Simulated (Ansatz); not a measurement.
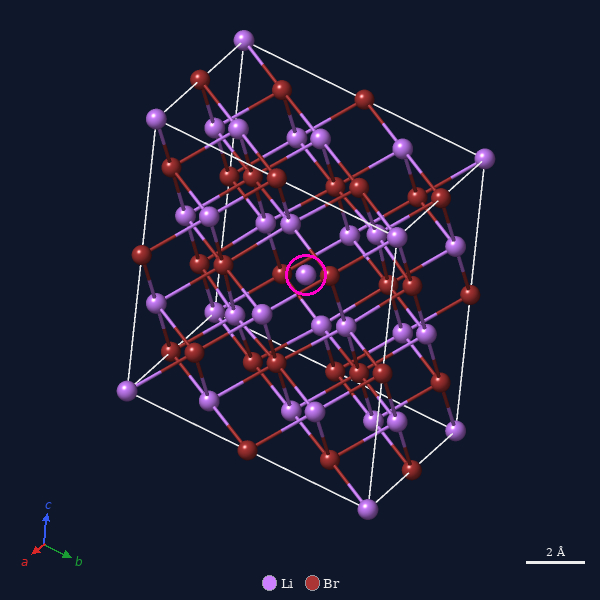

Ball-and-stick representation of a periodic structure, projected slightly off an axis. The wireframe shows the supercell. The host is LiBr, in a cell of 32 sites, and the cell is neutral. A ring marks the defect's site.

**What kind of defect was put in?**

Lithium on a bromine site (an antisite). It is bonded to no bonds drawn.

The atoms were relaxed in the host's cell with Ansatz, DFT PBE, scalar-relativistic, plane waves, PAW.
